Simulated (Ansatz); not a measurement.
The structure in question:

```yaml
crystal:
  lattice:
    - [4.04909, 0.00000, 0.00000]
    - [-2.02437, 3.50671, 0.00000]
    - [-0.81059, -1.40228, 9.91834]
  atoms:
    - { symbol: Al, position: [0.50000, 0.83333, 0.41667] }
    - { symbol: Al, position: [0.90000, 0.90000, 0.75000] }
    - { symbol: Al, position: [0.70000, 0.36667, 0.08333] }
    - { symbol: Al, position: [0.10000, 0.10000, 0.25000] }
    - { symbol: Al, position: [0.50000, 0.16667, 0.58333] }
    - { symbol: Al, position: [0.30000, 0.63333, 0.91667] }
    - { symbol: Cu, position: [0.80000, 0.46667, 0.33333] }
    - { symbol: Cu, position: [0.20000, 0.53333, 0.66667] }
    - { symbol: Cu, position: [0.00000, 0.00000, 0.00000] }
```

Before looking at a picture, describe the arrangement of atoms.

Answer. The material is Al2Cu. The atoms follow space group P-1 (No. 2); the Bravais lattice is primitive triclinic. Atoms per cell: 9 (6 Al, 3 Cu). Counting atoms within bonding range gives coordination numbers of Al 4 and Cu 7 to 8 (mean 7.3).

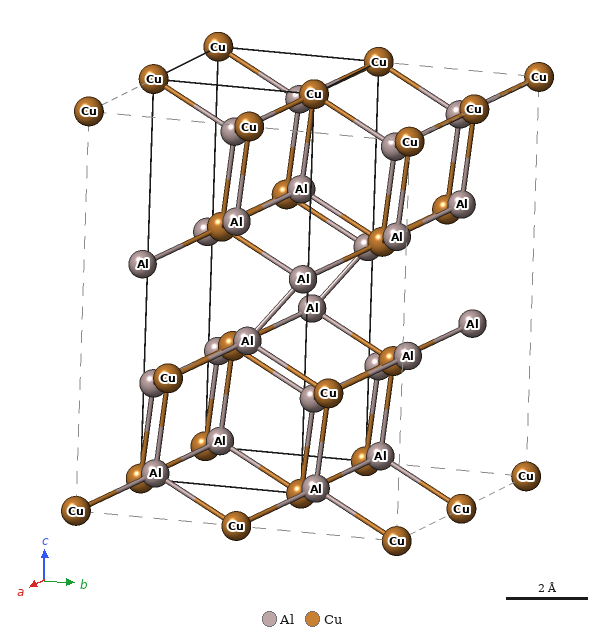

Ball-and-stick drawing of the structure, looking slightly off an axis. The structure is repeated 2×2×1 times; solid lines mark one conventional unit cell.

Its origin is a structure listed in the Materials Project. The cell was then strained or its atoms displaced on purpose. It was the input of a calculation with Ansatz.

At this level of theory the cell isn't at rest (compressed, at 4 GPa and forces up to 6.2 eV/Å), so its distances can differ from those at equilibrium, the more so the softer the solid.
